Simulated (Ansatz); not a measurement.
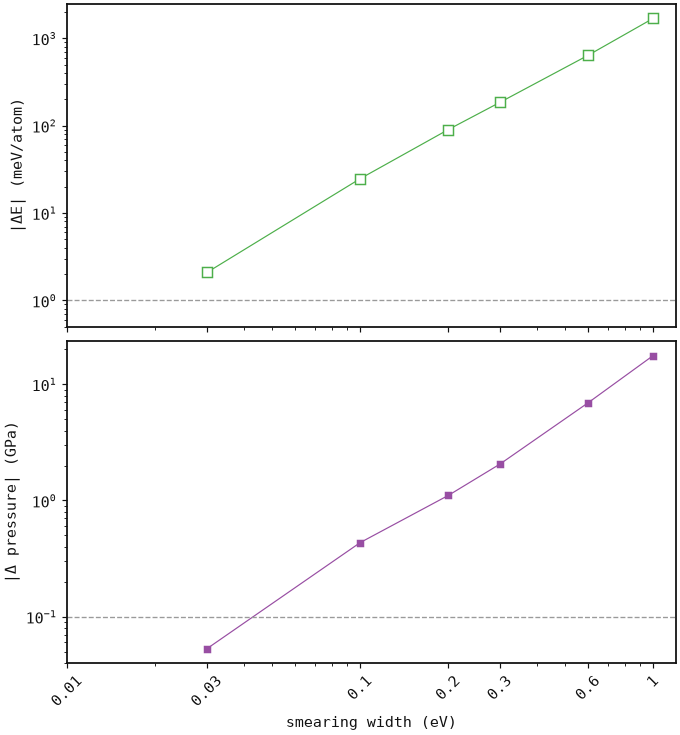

Convergence test: the smearing width is varied and all else is held.
System: Nb (Im-3m, 1 atom in the cell).
Method: Ansatz 0.2.0, DFT, LDA (PW92), plane waves (420 eV) with PAW, scalar-relativistic; 14×14×14 k-mesh, Fermi–Dirac smearing.
ΔE is the free energy less its value at the smallest setting, 0.01 eV.
Dashed lines or grey bands mark the tolerance: 1 meV/atom and 0.1 GPa.
On logarithmic panels, open markers lie below the reference value and filled ones above.

What is enough for the free energy to 1 meV/atom?

The free energy at the last setting but one, 0.03 eV, is still more than 1 meV/atom from the smallest setting's value, so the scan doesn't show it converged. It is off by 1700 meV/atom at 1 eV, 90 meV/atom at 0.2 eV and 2.1 meV/atom at 0.03 eV (always below it). The free energy falls with the width because it holds the −TS term of the fractional occupations.

How does the pressure behave (tolerance 0.1 GPa)?

The pressure is within 0.1 GPa of the smallest setting's value from 0.03 eV down. It is off by 18 GPa at 1 eV, 2.1 GPa at 0.3 eV and 0.43 GPa at 0.1 eV (always above it).
